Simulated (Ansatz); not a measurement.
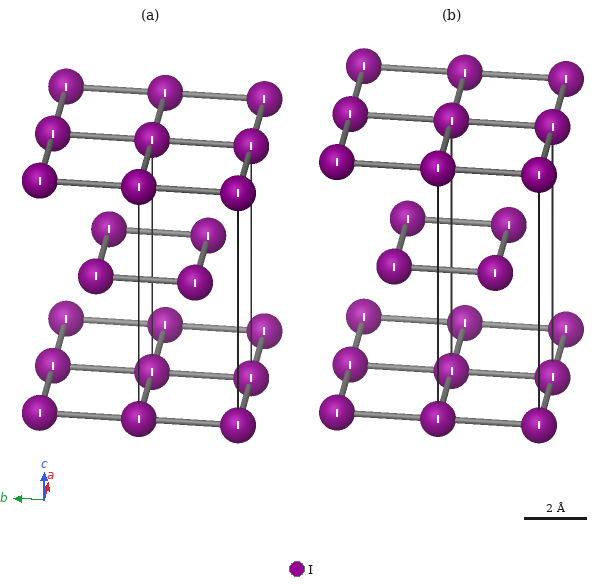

Left: a symmetric starting cell of I. Right: the same structure after one change, at the same scale. A ball-and-stick model of the conventional cell (2 times the calculation's cell), repeated 2 × 2 × 1 with one cell outlined, seen from a free direction. Lengths and directions refer to the drawn axes.

All numbers below come from DFT PBEsol, scalar-relativistic, plane waves, PAW (Ansatz). Settings: plane-wave cutoff 420 eV; k-point mesh 18 × 18 × 18; occupations gaussian; smearing width 0.1 eV; no spin polarisation.

**Which change leads from the left to the right?**

The cell is strained by +7.9 % along c and +1.9 % across it (volume +12.0 %), the atoms keeping their fractional coordinates. No relaxation follows. The starting cell wasn't computed here and needn't be at equilibrium, so pressure and forces aren't due to the change alone.

**How do the computed properties respond?**

Near-neighbour distances before and after: I–I 3.235 → 3.296 Å. The space group stays I4/mmm (No. 139). The pressure is −2.2 GPa (not all of it need come from the change, since the unchanged cell can be under pressure at this level too). The principal stresses (compression positive) are −0.3 GPa along c and −3.1 GPa across it. All forces vanish by symmetry.

Limits of the set-up: an odd number of electrons was run without spin polarisation, which fails if the electron would localise.
